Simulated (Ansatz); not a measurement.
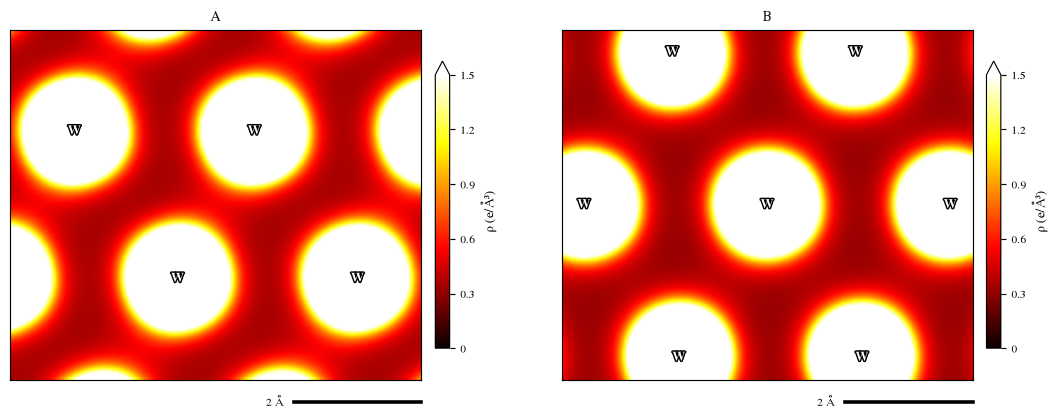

W. The valence electron density of two cells that differ in size and shape, on the (001) plane of each (indices in the axes of the calculation cell), at one length scale and on one colour scale; one has 15.6 and the other 16.2 Å³ an atom.

Level of theory: Ansatz, DFT LDA, scalar-relativistic, plane waves, PAW.

Core electrons are frozen (PAW), and the valence fields are smoothed inside the atomic spheres.

### Which is the denser cell? Describe the effect of the change.

Panel A is the smaller cell, by 4 % in volume. From the larger cell to the smaller, W–W goes from 2.76 to 2.60 Å, and the density at its midpoint from 0.41 to 0.53 e/Å³; the pressure goes from −9 to 6 GPa.

PAW datasets: the set soft_1.
